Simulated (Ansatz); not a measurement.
System: WSe$_{2}$ (slab).

```
CELL_PARAMETERS angstrom
3.27115 0.00000 0.00000
0.00000 13.22067 0.00000
0.00000 0.00000 24.44300
ATOMIC_POSITIONS crystal
W 0.00000 0.75000 0.30684
Se 0.00000 0.37661 0.30684
Se 0.00000 0.12339 0.30684
W 0.50000 0.25000 0.34547
Se 0.50000 0.87661 0.34547
Se 0.50000 0.62339 0.34547
W 0.50000 0.75000 0.42273
Se 0.50000 0.37661 0.42273
Se 0.50000 0.12339 0.42273
W 0.00000 0.25000 0.46137
Se 0.00000 0.87661 0.46137
Se 0.00000 0.62339 0.46137
W 0.00000 0.75000 0.53863
Se 0.00000 0.37661 0.53863
Se 0.00000 0.12339 0.53863
W 0.50000 0.25000 0.57727
Se 0.50000 0.87661 0.57727
Se 0.50000 0.62339 0.57727
W 0.50000 0.75000 0.65453
Se 0.50000 0.37661 0.65453
Se 0.50000 0.12339 0.65453
W 0.00000 0.25000 0.69316
Se 0.00000 0.87661 0.69316
Se 0.00000 0.62339 0.69316
```

Not relaxed (largest force 1.9 eV/Å).

Method: Ansatz, DFT PBEsol, scalar-relativistic, plane waves, PAW.

> What can the converged valence pseudo-density and electron localisation function tell about the bonding?

W–Se (2.52 Å): the density is about 0.54 e/Å³ at the midpoint; the ELF is about 0.50 at the midpoint.

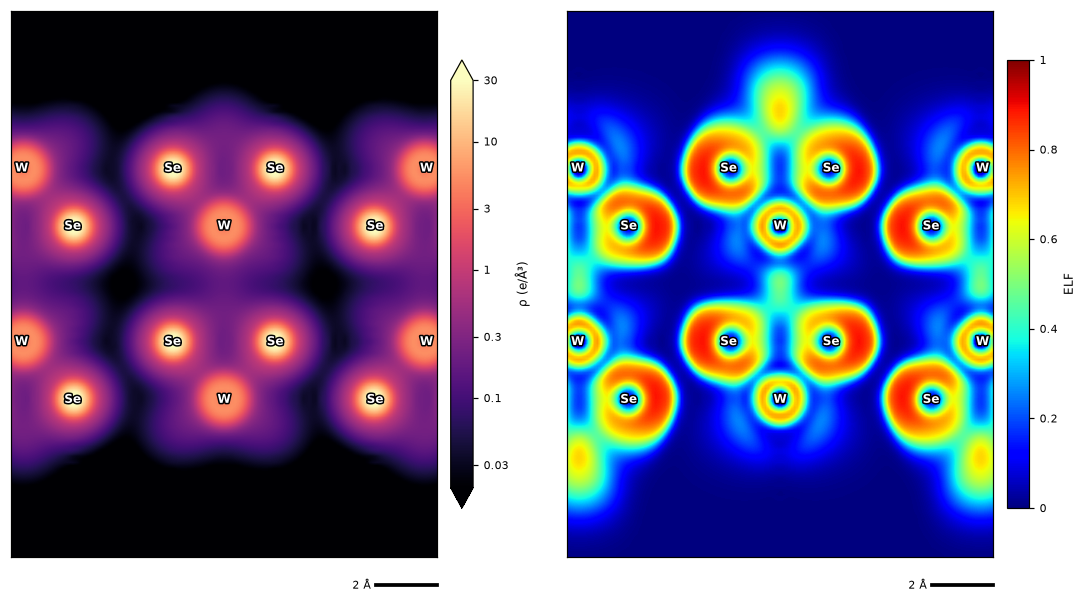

Computed valence pseudo-density and electron localisation function on the (100) plane of the calculation cell, a cut from vacuum to vacuum, in this order. 

Core electrons are frozen (PAW), and the valence fields are smoothed inside the atomic spheres.
